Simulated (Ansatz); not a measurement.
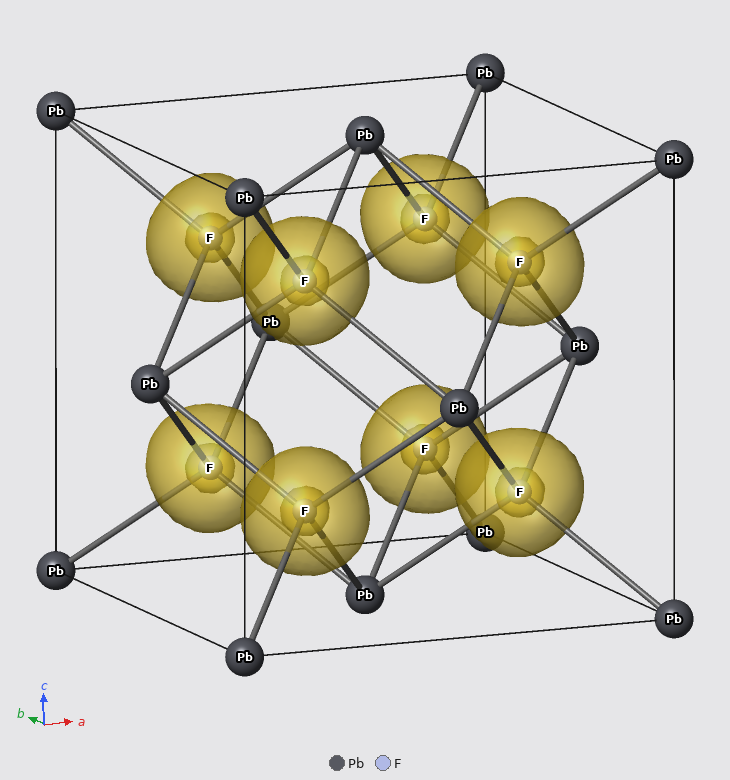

Figure 1: PbF2. Isosurface of the ELF at 0.7 (yellow), seen slightly off an axis. Core shells and regions of very low density are left out. Sticks mark near contacts.

Space group Fm-3m; a structure from a database of computed crystals, not necessarily the ambient phase; started from the PbI2-166 prototype, which need not be the ambient phase.

All numbers below come from Ansatz 0.2.0, DFT, r2SCAN+rVV10, plane waves, PAW.

In a PAW calculation such maps are meaningful between the atoms, not at the nuclei.

Input

```
crystal:
  lattice:
    - [2.0847423722, 1.2036265698, 3.4074281284]
    - [-2.0847423722, 1.2036265698, 3.4074281284]
    - [0.0, -2.4072531396, 3.4074281284]
  atoms:
    - { symbol: Pb, position: [0.0, 0.0, 0.0] }
    - { symbol: F, position: [0.7500566785, 0.7500566785, 0.7500566785] }
    - { symbol: F, position: [0.2499433215, 0.2499433215, 0.2499433215] }
kpoints:
  mp_grid: { grid: [8, 8, 8] }
hamiltonian:
  xc: r2scan
  dispersion: rvv10
scf:
  occupations: { method: fermi_dirac, width: 0.03 }
relax:
  f_tol: 0.01
  cell: {}
  max_steps: 120
output:
  write_density: true
  write_potential: true
  elf: true
  volumetric_format: npy
```

Launched as:

```sh
ansatz run input.yaml --threads 2 --pin off --max-ram 2211MiB --backend cpu --events-out ev --progress --plain --runs-dir out
```

Below, planes, directions and counts refer to the conventional cell (a = 5.89 Å, b = 5.89 Å, c = 5.89 Å, α = 89.99°, β = 89.99°, γ = 89.99°).

The fields are those of the run's last geometry, not of the input's.

Q: Identify the bonds, lone pairs and shells in this picture.

A: The ELF exceeds this value in eight regions wrapped around F (the valence shell of each), counted in one cell of 12 atoms. Any copies at cell faces, edges or corners count once.

Values along the shortest contacts:
Pb–F (2.55 Å): the ELF is about 0.10 at the midpoint (no shared electron pair shows on this line).
